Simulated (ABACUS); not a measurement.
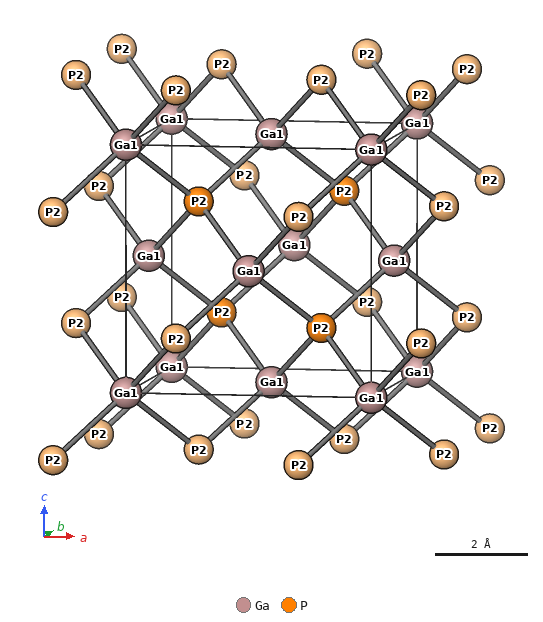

Figure 1. The structure (ball-and-stick view of the cell 4 times as large as that of the calculation, set on its symmetry axes, seen slightly off an axis; neighbours outside the cell are drawn fainter; atoms are numbered from 1 in the order of the input).

**Band-structure run of GaP (part 1 of 2)**

GaP (F-43m, 2 atoms in the cell), computed with Kohn-Sham DFT of a periodic cell, TM, SG15 ONCV 1.2 PBE, no spin polarisation (ABACUS 3.10.1).

The structure derives from an entry of the Crystallography Open Database.

The program's output:
```
ABACUS v3.10.1

               Atomic-orbital Based Ab-initio Computation at UStc

 ------------------------------------------------------------------------------------

 READING GENERAL INFORMATION
                           global_out_dir = OUT.GaP/
                           global_in_card = INPUT
                               pseudo_dir = ./
                              orbital_dir =
                                    DSIZE = 4
                                    GSIZE = 1

 READING UNITCELL INFORMATION
                                    ntype = 2
                  lattice constant (Bohr) = 1.88973
              lattice constant (Angstrom) = 1

 READING ATOM TYPE 1
                               atom label = Ga
                      L=0, number of zeta = 1
                      L=1, number of zeta = 1
                      L=2, number of zeta = 1
             number of atom for this type = 1

 READING ATOM TYPE 2
                               atom label = P
                      L=0, number of zeta = 1
                      L=1, number of zeta = 1
                      L=2, number of zeta = 1
             number of atom for this type = 1

                        TOTAL ATOM NUMBER = 2
DIRECT COORDINATES
    atom                   x                   y                   z     mag                  vx                  vy                  vz
taud_Ga1            0.0000000000        0.0000000000        0.0000000000  0.0000        0.0000000000        0.0000000000        0.0000000000
taud_P1            0.2500000000        0.2500000000        0.2500000000  0.0000        0.0000000000        0.0000000000        0.0000000000

                          Volume (Bohr^3) = 273.178
                             Volume (A^3) = 40.4807

 Lattice vectors: (Cartesian coordinate: in unit of a_0)
                   +0            +2.72525            +2.72525
             +2.72525                  +0            +2.72525
             +2.72525            +2.72525                  +0
 Reciprocal vectors: (Cartesian coordinate: in unit of 2 pi/a_0)
            -0.183469           +0.183469           +0.183469
            +0.183469           -0.183469           +0.183469
            +0.183469           +0.183469           -0.183469
 The esolver type has been set to : ksdft_pw

                PAO radial cut off (Bohr) = 7

 Read in pseudopotential file is Ga_ONCV_PBE-1.2.upf
                     pseudopotential type = NC
          exchange-correlation functional = PBE
                 nonlocal core correction = 0
                        valence electrons = 13
                                     lmax = 2
                           number of zeta = 0
                     number of projectors = 6
                           L of projector = 0
                           L of projector = 0
                           L of projector = 1
                           L of projector = 1
                           L of projector = 2
                           L of projector = 2
 XC functional updated to : MGGA_X_TM+MGGA_C_TM
          exchange-correlation functional = MGGA_X_TM+MGGA_C_TM
                PAO radial cut off (Bohr) = 7

 Read in pseudopotential file is P_ONCV_PBE-1.2.upf
                     pseudopotential type = NC
          exchange-correlation functional = PBE
                 nonlocal core correction = 0
                        valence electrons = 5
                                     lmax = 1
                           number of zeta = 0
                     number of projectors = 4
                           L of projector = 0
                           L of projector = 0
                           L of projector = 1
                           L of projector = 1
 XC functional updated to : MGGA_X_TM+MGGA_C_TM
          exchange-correlation functional = MGGA_X_TM+MGGA_C_TM
     initial pseudo atomic orbital number = 0

 SETUP THE ELECTRONS NUMBER
            electron number of element Ga = 13
      total electron number of element Ga = 13
             electron number of element P = 5
       total electron number of element P = 5
            AUTOSET number of electrons:  = 18
                           occupied bands = 9
                                   NBANDS = 19
                                   NLOCAL = 18

%%%%%%%%%%%%%%%%%%%%%%%%%%%%%%%%%%%%%%%%%%%%%%%%%%%%%%%%%%%%%%%%%%%%%%%%%%%%%%%%%%%%%%%%%%%%%%%%%%%%%%%%%%
 Warning: the number of valence electrons in pseudopotential > 3 for Ga: [Ar] 3d10 4s2 4p1
 Pseudopotentials with additional electrons can yield (more) accurate outcomes, but may be less efficient.
 If you're confident that your chosen pseudopotential is appropriate, you can safely ignore this warning.
%%%%%%%%%%%%%%%%%%%%%%%%%%%%%%%%%%%%%%%%%%%%%%%%%%%%%%%%%%%%%%%%%%%%%%%%%%%%%%%%%%%%%%%%%%%%%%%%%%%%%%%%%%

 SETUP THE PLANE WAVE BASIS
 energy cutoff for charge/potential (unit:Ry) = 376
            fft grid for charge/potential = [ 45, 45, 45 ]
                        fft grid division = [ 1, 1, 1 ]
        big fft grid for charge/potential = [ 45, 45, 45 ]
                                     nbxx = 24300
                                     nrxx = 24300

 SETUP PLANE WAVES FOR CHARGE/POTENTIAL
                    number of plane waves = 33487
                         number of sticks = 1369

 PARALLEL PW FOR CHARGE/POTENTIAL
     PROC   COLUMNS(POT)             PW
        1            342           8371
        2            342           8371
        3            342           8371
        4            343           8374
 --------------- sum -------------------
        4           1369          33487
                            number of |g| = 337
                                  max |g| = 33.7957
                                  min |g| = 0

----------- Double Check Mixing Parameters Begin ------------
mixing_type: broyden
mixing_beta: 0.7
mixing_gg0: 1
mixing_gg0_min: 0.1
mixing_ndim: 8
----------- Double Check Mixing Parameters End ------------

 LATTICE VECTORS: (CARTESIAN COORDINATE: IN UNIT OF A0)
                   +0            +2.72525            +2.72525
             +2.72525                  +0            +2.72525
             +2.72525            +2.72525                  +0
                       right hand lattice = 1
                                   NORM_A = 3.85409
                                   NORM_B = 3.85409
                                   NORM_C = 3.85409
                           ALPHA (DEGREE) = 60
                           BETA  (DEGREE) = 60
                           GAMMA (DEGREE) = 60

 The lattice vectors have been changed (STRU_SIMPLE.cif)

(for optimal symmetric configuration:)
                             BRAVAIS TYPE = 3
                     BRAVAIS LATTICE NAME = 03. Cubic F (face-centered)
                                    ibrav = 3
                                    IBRAV = 3
                                  BRAVAIS = FACE CENTERED CUBIC
                       LATTICE CONSTANT A = 5.4505
Original cell was already a primitive cell.
                        ROTATION MATRICES = 48
              PURE POINT GROUP OPERATIONS = 24
                   SPACE GROUP OPERATIONS = 24
                                       C2 = 3
                                       C3 = 8
                                       C4 = 0
                                       C6 = 0
                                       S1 = 6
                                       S3 = 0
                                       S4 = 6
                                       S6 = 0
                              POINT GROUP = T_d
                                       C2 = 3
                                       C3 = 8
                                       C4 = 0
                                       C6 = 0
                                       S1 = 6
                                       S3 = 0
                                       S4 = 6
                                       S6 = 0
               POINT GROUP IN SPACE GROUP = T_d

 SETUP K-POINTS
                                    nspin = 1
                   Input type of k points = Monkhorst-Pack(Gamma)
                                   nkstot = 125
                       right hand lattice = 1
(for reciprocal lattice: )
                             BRAVAIS TYPE = 2
                     BRAVAIS LATTICE NAME = 02. Cubic I (body-centered)
                                    ibrav = 2
                       right hand lattice = 1
(for k-lattice: )
                             BRAVAIS TYPE = 2
                     BRAVAIS LATTICE NAME = 02. Cubic I (body-centered)
                                    ibrav = 2
                       right hand lattice = 1
                        ROTATION MATRICES = 48
                               nkstot_ibz = 10
K-POINTS REDUCTION ACCORDING TO SYMMETRY
     IBZ    DIRECT_X    DIRECT_Y    DIRECT_Z  WEIGHT  ibz2bz
       1  0.00000000  0.00000000  0.00000000  0.0080       0
       2  0.20000000  0.20000000  0.20000000  0.0640       1
       3  0.40000000  0.40000000  0.40000000  0.0640       2
       4  0.20000000  0.20000000  0.00000000  0.0480       6
       5  0.40000000  0.40000000  0.20000000  0.1920       7
       6 -0.40000000  0.40000000  0.40000000  0.1920       8
       7  0.40000000  0.20000000  0.20000000  0.0960       9
       8  0.40000000  0.40000000  0.00000000  0.0480      12
       9 -0.20000000  0.40000000  0.40000000  0.0960      13
      10 -0.40000000  0.40000000  0.20000000  0.1920      38

                               nkstot now = 10
[... K-POINTS DIRECT COORDINATES: 10 rows ...]

           k-point number in this process = 10
       minimum distributed K point number = 10
[... stars of the k points ...]

[... K-POINTS CARTESIAN COORDINATES: 10 rows ...]

[... K-POINTS DIRECT COORDINATES: 10 rows ...]

 SETUP PLANE WAVES FOR WAVE FUNCTIONS
     energy cutoff for wavefunc (unit:Ry) = 94
              fft grid for wave functions = [ 45, 45, 45 ]
                    number of plane waves = 5329
                         number of sticks = 409

 PARALLEL PW FOR WAVE FUNCTIONS
     PROC   COLUMNS(POT)             PW
        1            102           1332
        2            102           1332
        3            102           1332
        4            103           1333
 --------------- sum -------------------
        4            409           5329

 SETUP NONLOCAL PSEUDOPOTENTIALS IN PLANE WAVE BASIS
 Ga non-local projectors:
 projector 1 L=0
 projector 2 L=0
 projector 3 L=1
 projector 4 L=1
 projector 5 L=2
 projector 6 L=2
 P non-local projectors:
 projector 1 L=0
 projector 2 L=0
 projector 3 L=1
 projector 4 L=1
      TOTAL NUMBER OF NONLOCAL PROJECTORS = 26

 Init Non-Local PseudoPotential table :
 Init Non-Local-Pseudopotential done.

                                     npwx = 1063

 -------------------------------------------
 SELF-CONSISTENT
 -------------------------------------------
                                 init_chg = atomic

 PW ALGORITHM --------------- ION=   1  ELEC=   1--------------------------------
 Notice: Threshold on eigenvalues was too large.
 hsover_error=0.18 > DRHO=0.112956
 Origin diag ethr = 0.01
 New diag ethr = 0.000627535

 Density error is 0.105151931611
                          Error Threshold = 0.000627534652379
----------------------------------------------------------
     Energy           Rydberg                 eV
----------------------------------------------------------
 E_KohnSham     -144.0956569229      -1960.5219912050
 E_Harris       -145.5266792552      -1979.9920488894
 E_Fermi        0.6077430624         8.2687685693
----------------------------------------------------------

 PW ALGORITHM --------------- ION=   1  ELEC=   2--------------------------------

 Density error is 0.0144647799362
                          Error Threshold = 0.000584177397838
----------------------------------------------------------
     Energy           Rydberg                 eV
----------------------------------------------------------
 E_KohnSham     -144.1782350187      -1961.6455238372
 E_Harris       -143.1118954227      -1947.1372293292
 E_Fermi        0.6175244756         8.4018515225
----------------------------------------------------------

 PW ALGORITHM --------------- ION=   1  ELEC=   3--------------------------------

 Density error is 0.00116551920282
                          Error Threshold = 8.03598885346e-05
----------------------------------------------------------
     Energy           Rydberg                 eV
----------------------------------------------------------
 E_KohnSham     -144.1893279924      -1961.7964514877
 E_Harris       -144.0979056540      -1960.5525867610
 E_Fermi        0.6157153918         8.3772376746
----------------------------------------------------------

 PW ALGORITHM --------------- ION=   1  ELEC=   4--------------------------------

 Density error is 0.000169691927916
                          Error Threshold = 6.47510668235e-06
----------------------------------------------------------
     Energy           Rydberg                 eV
----------------------------------------------------------
 E_KohnSham     -144.1897335989      -1961.8019700464
 E_Harris       -144.2526020451      -1962.6573391392
 E_Fermi        0.6157321779         8.3774660608
----------------------------------------------------------

 PW ALGORITHM --------------- ION=   1  ELEC=   5--------------------------------

 Density error is 2.66633422742e-05
                          Error Threshold = 9.42732932865e-07
----------------------------------------------------------
     Energy           Rydberg                 eV
----------------------------------------------------------
 E_KohnSham     -144.1897329077      -1961.8019606432
 E_Harris       -144.2169935911      -1962.1728612679
 E_Fermi        0.6153403299         8.3721346963
```
